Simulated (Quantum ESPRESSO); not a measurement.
# Energy between parallel and opposed magnetic order in rutile-type CrO2 with LDA and five GGAs

Two magnetic orders of CrO2 are calculated at the same measured cell with six functionals: one with the two chromium spins parallel, one with them opposed. The order energy is

$$\Delta E = \frac{E_{\text{opposed}} - E_{\text{parallel}}}{N_{\text{Cr}}},\qquad N_{\text{Cr}} = 2,$$

so a positive value favours the parallel order. The question is how $\Delta E$ and the chromium site moment respond to the functional. All six favour the parallel order, in line with the known ferromagnetism of CrO2. The five GGAs lie between 151.6 and 165.3 meV per Cr. LDA gives 124.0 meV, which is 27.6 meV below the lowest GGA and further from it than the GGAs are from one another.

## How the numbers were made

One system, CrO2 (rutile-type, P4_2/mnm), 6 atom(s) a primitive cell, from measured cells of the Crystallography Open Database, atoms fixed. Quantum ESPRESSO 7.5, plane waves with GBRV 1.5 LDA or GBRV 1.5 PBE or GBRV 1.5 PBEsol pseudopotentials, cutoff 544 eV, Fermi-Dirac smearing of 0.1 eV, k meshes whose coarsest spacing along a reciprocal vector is 0.27 1/Å over all runs (2π included). No Hubbard U. Collinear spins, no spin-orbit coupling. At each rung a parallel and one opposed order (signs +-) are run; settings that are not listed as columns stay the same, except the number of bands, which is 36 or 39. Costs are from shared machines (Arm Neoverse N1). Runs that did not converge or carry a known fault are not listed.

Notes on method and selection:

- No rung is shown to be converged.
- Energies are free energies at the smearing width.
- Site moments count the spin inside each program's own atomic sphere, so they depend somewhat on its radius and leave out the spin between the spheres.
- Some functionals were run on pseudopotentials made for another functional.
- Quantum ESPRESSO sets the radius of an element's spheres to about 0.41 of its shortest distance to a neighbour.
- Runs that did not converge, have known faults or may not be shown are not listed, and runs on Ansatz's PAW sets soft_1 and soft_2 are kept to separate tables.

Columns:

- potentials: pseudopotential library.
- order energy (meV): energy of the opposed order less that of the parallel order, per magnetic atom (positive: parallel is favoured).
- moment (μB): largest site spin moment of the parallel order.
- cost (core-s): processor time of the two runs together.

Input lines of one member:

```
&SYSTEM
  ecutwfc = 40
  ecutrho = 280
  nbnd = 39
  input_dft = 'rpbe'
  occupations = 'smearing'
  smearing = 'fd'
  degauss = 0.00734986
  nspin = 2
  starting_magnetization(1) = 0.2143
  starting_magnetization(2) = 0
/
&ELECTRONS
  conv_thr = 1.2d-08
  mixing_beta = 0.3
/
K_POINTS automatic
8 8 8 0 0 0
```

Command (options for logging and memory left out): `pw.x -in pw.in`

## Results

| member | functional | potentials | order energy (meV) | moment (μB) | cost (core-s) |
| --- | --- | --- | --- | --- | --- |
| RPBE | RPBE | GBRV 1.5 PBE | 165.3 | 1.7528 | 780 |
| revPBE | revPBE | GBRV 1.5 PBE | 163.4 | 1.7491 | 780 |
| PBE | PBE | GBRV 1.5 PBE | 157.1 | 1.7381 | 800 |
| PBEsol | PBEsol | GBRV 1.5 PBEsol | 152.8 | 1.7263 | 810 |
| Wu-Cohen GGA | Wu-Cohen GGA | GBRV 1.5 PBE | 151.6 | 1.7237 | 810 |
| LDA | LDA | GBRV 1.5 LDA | 124.0 | 1.6900 | 760 |

order energy (meV) by member:

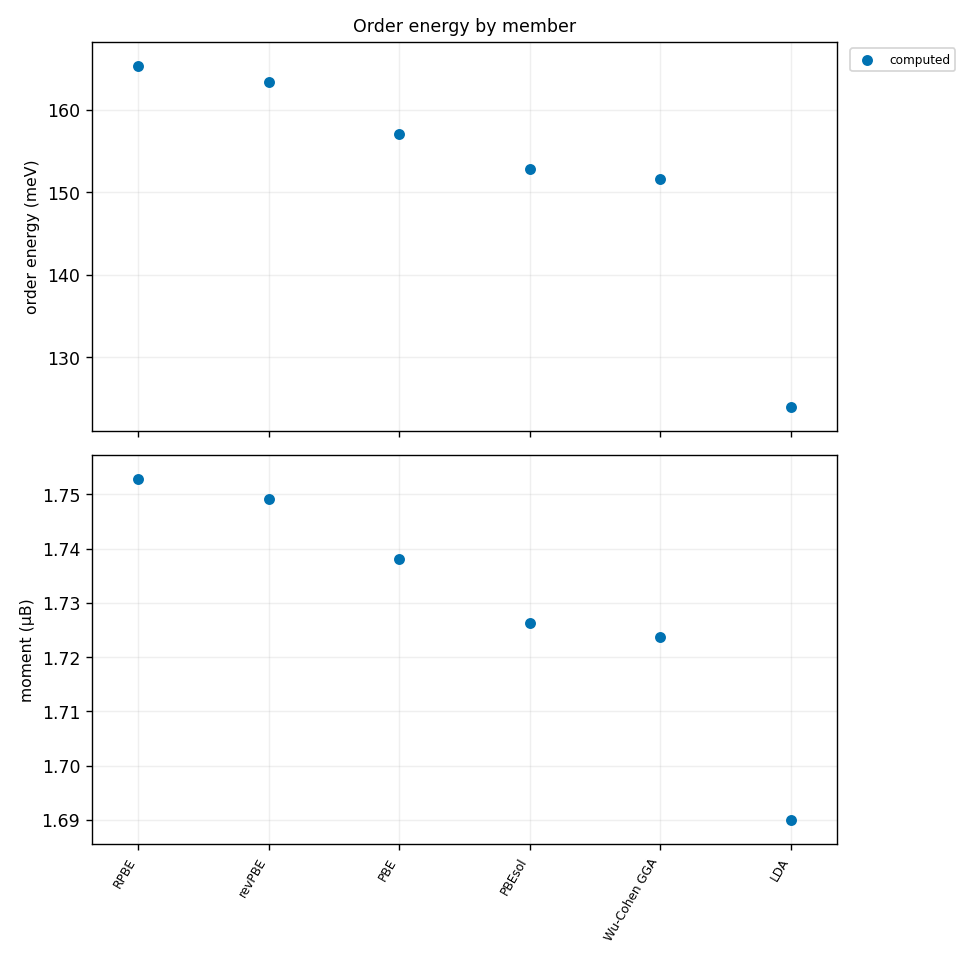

## The trend and its physics

Order energy and moment fall together in every step from RPBE to LDA. A likely reason is the gradient dependence of exchange. RPBE and revPBE reward strongly varying densities more than PBE does, PBEsol and Wu-Cohen less. A stronger reward favours compact, spin-polarized 3d shells and widens the exchange splitting. This makes it costlier to shrink the chromium moments, as happens in the opposed order, and it weakens the superexchange that favours opposed spins. Both effects raise $\Delta E$.

The parallel order is known as a half-metal, whose total spin is fixed at 2 μB per formula unit. The change in site moment therefore mostly shows how much of that spin sits close to chromium, not how much there is.

A fixed coupling multiplied by the moment squared would be too weak a dependence. Between Wu-Cohen and RPBE the squared moment grows by a factor (1.7528 / 1.7237)² = 1.034, the order energy by 165.3 / 151.6 = 1.090.

A straight line through these two rows serves better, with the moment as a marker and not as the cause. Its slope is 13.7 / 0.0291 = 471 meV per μB. It misses revPBE, PBE and PBEsol by 0.2, 1.3 and 0.0 meV, whereas the mean of the GGAs, (165.3 + 163.4 + 157.1 + 152.8 + 151.6) / 5 = 158.0 meV, misses them by 163.4 − 158.0 = 5.4, 158.0 − 157.1 = 0.9 and 158.0 − 152.8 = 5.2 meV. For LDA it gives 151.6 − 471 × 0.0337 = 135.7 meV. With the slope between Wu-Cohen and PBE the result is 151.6 − (5.5 / 0.0144) × 0.0337 = 138.7 meV, with that between PBE and RPBE, where the order energy rises by 165.3 − 157.1 = 8.2 meV, it is 151.6 − (8.2 / 0.0147) × 0.0337 = 132.8 meV. LDA thus lies 9 to 15 meV lower than the GGAs would suggest.

## Exceptions

The other departures are small. PBE lies 1.3 meV below the line, which may be no more than a slight curvature. PBEsol and Wu-Cohen differ by 1.2 meV and 0.0026 μB, but they also use different pseudopotentials, so their order should not be read as a property of the functionals. RPBE, revPBE and Wu-Cohen all run on potentials made for PBE.

## What could be wrong

The atoms are fixed, so neither a smaller LDA cell nor a different sphere radius can explain the shortfall of about 12 meV. Four suspects remain.

1. **Smearing.** The energies are free energies, lowered by about $\frac{\pi^2}{6}N(E_F)(k_BT)^2$. With $k_BT$ = 0.1 eV this is roughly 16 meV for each state per eV and Cr. The sign fits if LDA gives the opposed order more states at the Fermi level. The excess over the parallel order would have to be about 0.7 states per eV and Cr larger than in the GGAs. So large a change between functionals at one fixed cell is unlikely, so smearing should explain only a small part of the shortfall.
2. **Moments in the opposed order.** If they shrink more in LDA than in the GGAs, the opposed order gains energy and $\Delta E$ falls. This would be a real effect of the functional.
3. **Pseudopotentials.** Only LDA uses the LDA set. PBEsol, on its own set, fits the line of rows run on PBE potentials, but that says nothing about the LDA set, and the sign is open.
4. **A parallel LDA run caught in a higher solution.** This would lower $\Delta E$ by an unknown amount.

The checks, cheapest first:

- Read the entropy term and the opposed moments from the existing outputs, at no cost. Adding half of $TS$ to each free energy removes the leading smearing error. If LDA then rises by about 12 meV against the GGAs, smearing is responsible. If it stays and its opposed moments have shrunk markedly more, the second suspect gains weight.
- Restart the parallel LDA run from the PBE density, for about half of 760 core-s. A lower energy would expose the fourth suspect.
- Run the LDA functional on the PBE potentials, for about 800 core-s. A result near 136 meV points to the potentials, one near 124 meV to the functional.
- Repeat LDA and PBE on a 12 × 12 × 12 mesh, for roughly (12 / 8)³ × (760 + 800) = 5265 core-s if the cost grows with the number of k points. Only a change in their difference of 33.1 meV matters here.

The functional itself is the likeliest cause, since LDA drops the gradient terms altogether while PBEsol and Wu-Cohen only weaken them.

## Closing remarks

At this fixed cell the choice among the five GGAs moves the order energy by 13.7 meV per Cr and the site moment by 0.0291 μB. Going on from Wu-Cohen to LDA takes off another 27.6 meV and 0.0337 μB. The sign never changes. The choice is free in computing time, as all six pairs of runs take 760 to 810 core-s. No row is shown to be converged, so differences of one or two meV carry little meaning.

The main omission is a Hubbard U on the chromium 3d shell. A U of a few eV would probably raise the site moment by one or two tenths of a μB, more than the whole spread of the table. It could also shift the order energy by several tens of meV, upwards if weaker superexchange dominates.

[Logs are printed without paths, hosts, clocks, repeated set-up lines and the standing remarks that a program may print on its own settings, such as how far it seeks lower states.]
